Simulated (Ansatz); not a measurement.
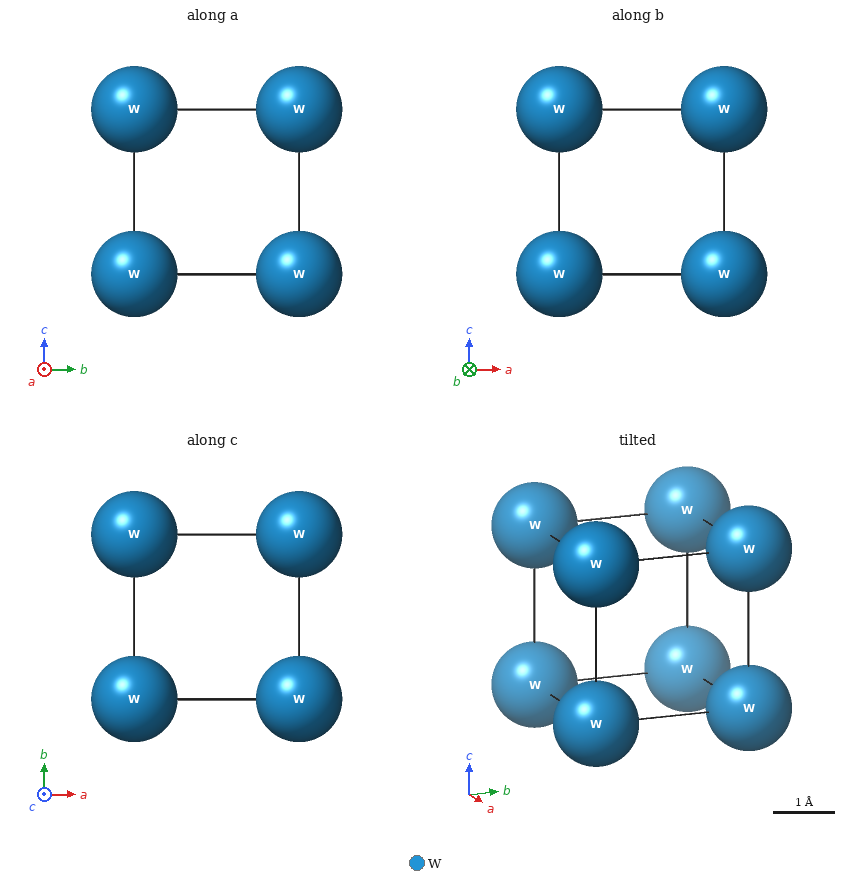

An orthographic spheres-only view of the structure, along the a axis, along the b axis, along the c axis and slightly off an axis. One conventional unit cell is framed, with atoms on its boundary repeated.

Lattice parameters: a = 2.7102 Å, b = 2.7102 Å, c = 2.7102 Å, α = 90.000°, β = 90.000°, γ = 90.000°.

> Express the structure as a CIF in P1 with every atom of the cell.

```cif
data_structure
_symmetry_space_group_name_H-M 'P 1'
_symmetry_Int_Tables_number 1
_cell_length_a 2.7102
_cell_length_b 2.7102
_cell_length_c 2.7102
_cell_angle_alpha 90.000
_cell_angle_beta 90.000
_cell_angle_gamma 90.000
_cell_volume 19.91
loop_
_atom_site_label
_atom_site_type_symbol
_atom_site_fract_x
_atom_site_fract_y
_atom_site_fract_z
_atom_site_occupancy
W1 W 0.0000 0.0000 0.0000 1
```

The structure was taken from a structure type filled with this element by a generator (whether the element takes this form wasn't checked). Earlier steps of the study may have refined or changed the cell and positions. An electronic-structure calculation with Ansatz was run on it.

At this level of theory the cell isn't at rest (stretched, at -20 GPa), so its distances can differ from those at equilibrium, the more so the softer the solid.
